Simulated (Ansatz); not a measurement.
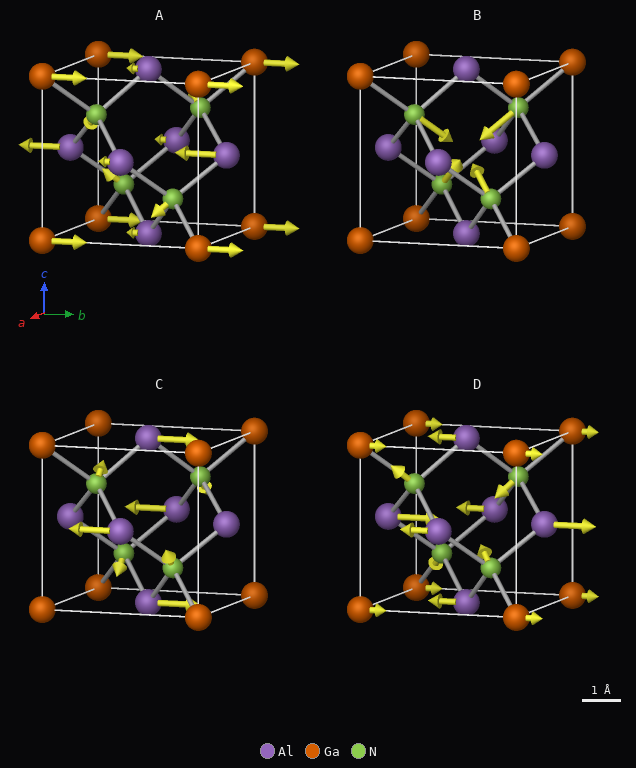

Four optical modes of solid Al₃GaN₄ at the zone centre, in no order (one member of each degenerate set). The yellow arrows give the relative displacements of the atoms. A ball-and-stick model of the cell of the calculation, seen slightly off an axis.

Theory: DFT LDA, scalar-relativistic, plane waves, PAW in Ansatz 0.2.0. Set-up: plane-wave cutoff 420 eV; k-point mesh 8 × 8 × 8; occupations fixed; no spin polarisation.

Frequencies are those without the non-analytic (LO–TO) term.

### Order them from the lowest to the highest frequency (imaginary ones first).

A (248 cm⁻¹), C (335 cm⁻¹), D (528 cm⁻¹), B (702 cm⁻¹). A, T₂: It mainly bends the Al–N, Ga–N bonds; the kinetic energy is shared as Ga 52 %, Al 33 %, N 15 %. C, T₁: The Ga atoms stay at rest; atoms of one kind move against one another, with no net shift of any sublattice; it mainly bends the Al–N, Ga–N bonds; the kinetic energy is shared as Al 80 %, N 20 %. D, T₂: The kinetic energy is shared as Al 64 %, N 23 %, Ga 13 %. B, A₁: The Al and Ga atoms stay at rest; atoms of one kind move against one another, with no net shift of their sublattice; it stretches the Ga–N bonds (1.93 Å).
